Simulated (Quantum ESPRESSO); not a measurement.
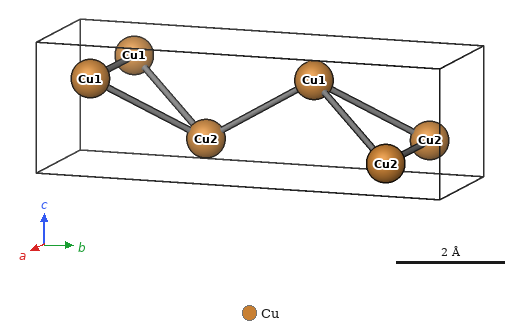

*The structure (ball-and-stick view of the cell 2 times as large as that of the calculation, set on its symmetry axes, seen slightly off an axis; atoms are numbered from 1 in the order of the input). An atom can appear more than once, as a periodic image.*

Near neighbours in the periodic cell (some may lie outside the picture): Cu has 10 Cu at 2.44 to 2.54 Å.

Cu: single-point calculation

System: Cu (Cmcm, 2 atoms in the cell).
Method: Kohn-Sham DFT of a periodic cell, PBE, SSSP 1.3 efficiency PBE, no spin polarisation (Quantum ESPRESSO 7.5).

The structure derives from a Materials Project entry.

Input file
```
&CONTROL
  calculation = 'scf'
  prefix = 'pwscf'
  outdir = './tmp'
  pseudo_dir = './pseudo'
  tprnfor = .true.
  tstress = .true.
  disk_io = 'nowf'
/
&SYSTEM
  ibrav = 0
  nat = 2
  ntyp = 1
  ecutwfc = 55
  ecutrho = 440
  nbnd = 18
  occupations = 'smearing'
  smearing = 'gaussian'
  degauss = 0.00999582
/
&ELECTRONS
  conv_thr = 4d-10
  electron_maxstep = 120
  mixing_beta = 0.5
/
ATOMIC_SPECIES
Cu    63.5460 Cu.paw.z_11.ld1.psl.v1.0.0-low.upf
CELL_PARAMETERS angstrom
   1.2184636900   -3.9763780104    0.0000000000
   1.2184636900    3.9763780104    0.0000000000
   0.0000000000    0.0000000000    2.4754955235
ATOMIC_POSITIONS crystal
Cu     0.8661333500    0.1338666500    0.7500000000
Cu     0.1338666500    0.8661333500    0.2500000000
K_POINTS automatic
11 11 11 0 0 0
```

Hardware: 1 thread of Arm Neoverse V2, 24 GiB of memory available, shared host.

Run as:
```bash
OMP_NUM_THREADS=1 pw.x -in pw.in > pw.out
```

What the program printed
```
This program is part of the open-source Quantum ESPRESSO suite
     for quantum simulation of materials; please cite
         "P. Giannozzi et al., J. Phys.:Condens. Matter 21 395502 (2009);
         "P. Giannozzi et al., J. Phys.:Condens. Matter 29 465901 (2017);
         "P. Giannozzi et al., J. Chem. Phys. 152 154105 (2020);
          URL
     in publications or presentations arising from this work. More details at

     file Cu.paw.z_11.ld1.psl.v1.0.0-low.upf: wavefunction(s)  4S 3D renormalized
     Message from routine setup:
     using ibrav=0 with symmetry is DISCOURAGED, use correct ibrav instead

     G-vector sticks info
     --------------------
     sticks:   dense  smooth     PW     G-vecs:    dense   smooth      PW
     Sum        1217     605    215                25251     8927    1883

     Using Slab Decomposition

     bravais-lattice index     =            0
     lattice parameter (alat)  =       7.8591  a.u.
     unit-cell volume          =     161.8784 (a.u.)^3
     number of atoms/cell      =            2
     number of atomic types    =            1
     number of electrons       =        22.00
     number of Kohn-Sham states=           18
     kinetic-energy cutoff     =      55.0000  Ry
     charge density cutoff     =     440.0000  Ry
     scf convergence threshold =      4.0E-10
     mixing beta               =       0.5000
     number of iterations used =            8  plain     mixing
     Exchange-correlation= SLA  PW   PBX  PBC
                           (   1   4   3   4   0   0   0)

     celldm(1)=   7.859134  celldm(2)=   0.000000  celldm(3)=   0.000000
     celldm(4)=   0.000000  celldm(5)=   0.000000  celldm(6)=   0.000000

     crystal axes: (cart. coord. in units of alat)
               a(1) = (   0.292979  -0.956119   0.000000 )
               a(2) = (   0.292979   0.956119   0.000000 )
               a(3) = (   0.000000   0.000000   0.595232 )

     reciprocal axes: (cart. coord. in units 2 pi/alat)
               b(1) = (  1.706606 -0.522948  0.000000 )
               b(2) = (  1.706606  0.522948 -0.000000 )
               b(3) = ( -0.000000  0.000000  1.680017 )

     PseudoPot. # 1 for Cu read from file:
     Cu.paw.z_11.ld1.psl.v1.0.0-low.upf
     Pseudo is Projector augmented-wave + core cor, Zval = 11.0
     Generated using &quot;atomic&quot; code by A. Dal Corso  v.6.3MaX
     Shape of augmentation charge: PSQ
     Using radial grid of 1199 points,  6 beta functions with:
                l(1) =   0
                l(2) =   0
                l(3) =   1
                l(4) =   1
                l(5) =   2
                l(6) =   2
     Q(r) pseudized with 0 coefficients

     atomic species   valence    mass     pseudopotential
     Cu               11.00    63.54600     Cu( 1.00)

      8 Sym. Ops., with inversion, found ( 4 have fractional translation)

   Cartesian axes

     site n.     atom                  positions (alat units)
         1        Cu     tau(   1) = (   0.2929792  -0.7001340   0.4464241  )
         2        Cu     tau(   2) = (   0.2929792   0.7001340   0.1488080  )

     number of k points=   216  Gaussian smearing, width (Ry)=  0.0100

     Number of k-points >= 100: set verbosity='high' to print them.

     Dense  grid:    25251 G-vectors     FFT dimensions: (  54,  54,  32)

     Smooth grid:     8927 G-vectors     FFT dimensions: (  40,  40,  24)

     Initial potential from superposition of free atoms

     starting charge      21.9995, renormalised to      22.0000
     Starting wfcs are   18 randomized atomic wfcs

     Self-consistent Calculation

     iteration #  1     ecut=    55.00 Ry     beta= 0.50
     Davidson diagonalization with overlap
     ethr =  1.00E-02,  avg # of iterations =  6.0

     Threshold (ethr) on eigenvalues was too large:
     Diagonalizing with lowered threshold

     Davidson diagonalization with overlap
     ethr =  4.93E-04,  avg # of iterations =  1.4

     total energy              =    -426.12107459 Ry
     estimated scf accuracy    <       0.11048239 Ry

     iteration #  2     ecut=    55.00 Ry     beta= 0.50
     Davidson diagonalization with overlap
     ethr =  5.02E-04,  avg # of iterations =  2.4

     total energy              =    -426.14943228 Ry
     estimated scf accuracy    <       0.13692712 Ry

     iteration #  3     ecut=    55.00 Ry     beta= 0.50
     Davidson diagonalization with overlap
     ethr =  5.02E-04,  avg # of iterations =  1.4

     total energy              =    -426.17090404 Ry
     estimated scf accuracy    <       0.00032212 Ry

     iteration #  4     ecut=    55.00 Ry     beta= 0.50
     Davidson diagonalization with overlap
     c_bands:  2 eigenvalues not converged
     ethr =  1.46E-06,  avg # of iterations =  6.9

     total energy              =    -426.17102971 Ry
     estimated scf accuracy    <       0.00010008 Ry

     iteration #  5     ecut=    55.00 Ry     beta= 0.50
     Davidson diagonalization with overlap
     ethr =  4.55E-07,  avg # of iterations =  1.1

     total energy              =    -426.17103395 Ry
     estimated scf accuracy    <       0.00000273 Ry

     iteration #  6     ecut=    55.00 Ry     beta= 0.50
     Davidson diagonalization with overlap
     ethr =  1.24E-08,  avg # of iterations =  2.4

     total energy              =    -426.17103504 Ry
     estimated scf accuracy    <       0.00000107 Ry

     iteration #  7     ecut=    55.00 Ry     beta= 0.50
     Davidson diagonalization with overlap
     ethr =  4.85E-09,  avg # of iterations =  1.2

     total energy              =    -426.17103515 Ry
     estimated scf accuracy    <       0.00000003 Ry

     iteration #  8     ecut=    55.00 Ry     beta= 0.50
     Davidson diagonalization with overlap
     ethr =  1.53E-10,  avg # of iterations =  2.5

     total energy              =    -426.17103517 Ry
     estimated scf accuracy    <          1.1E-09 Ry

     iteration #  9     ecut=    55.00 Ry     beta= 0.50
     Davidson diagonalization with overlap
     ethr =  5.22E-12,  avg # of iterations =  2.4

     End of self-consistent calculation

     Number of k-points >= 100: set verbosity='high' to print the bands.

     the Fermi energy is    12.4141 ev

!    total energy              =    -426.17103517 Ry
     total all-electron energy =     -6619.930567 Ry
     estimated scf accuracy    <          2.0E-10 Ry
     smearing contrib. (-TS)   =      -0.00034213 Ry
     internal energy E=F+TS    =    -426.17069304 Ry

     The total energy is F=E-TS. E is the sum of the following terms:
     one-electron contribution =     -59.89397629 Ry
     hartree contribution      =      62.94833862 Ry
     xc contribution           =     -89.27487713 Ry
     ewald contribution        =    -160.25550054 Ry
     one-center paw contrib.   =    -179.69467770 Ry

     convergence has been achieved in   9 iterations

     Forces acting on atoms (cartesian axes, Ry/au):

     atom    1 type  1   force =     0.00000000   -0.00192203    0.00000000
     atom    2 type  1   force =    -0.00000000    0.00192203    0.00000000

     Total force =     0.002718     Total SCF correction =     0.000002

     Computing stress (Cartesian axis) and pressure

          total   stress  (Ry/bohr**3)                   (kbar)     P=       61.97
   0.00041865   0.00000000   0.00000000           61.59        0.00        0.00
  -0.00000000   0.00038708   0.00000000           -0.00       56.94        0.00
   0.00000000   0.00000000   0.00045815            0.00        0.00       67.40

=------------------------------------------------------------------------------=
   JOB DONE.
=------------------------------------------------------------------------------=
```

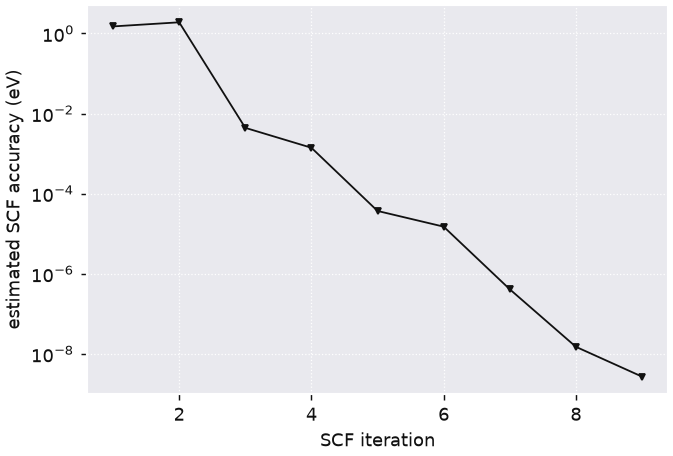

*Convergence of the self-consistent field: estimated SCF accuracy against the iteration.*

The field takes 9 iterations in all.

Key numbers

| quantity | value |
| --- | --- |
| outcome | converged |
| space group (tolerance 0.01 Å) | Cmcm (63) |
| electrons treated | 22 |
| free energy | −5798.3523 eV |
| Fermi energy | 12.414 eV |
| gap on the k-point mesh | none (metallic) |
| pressure | 6.20 GPa |
| largest force (length of the vector) | 0.049 eV/Å |
| wall time | 87 s |
| peak memory | 0.18 GiB |

The settings depart from the standard set-up of this series, which can bear on the numbers.
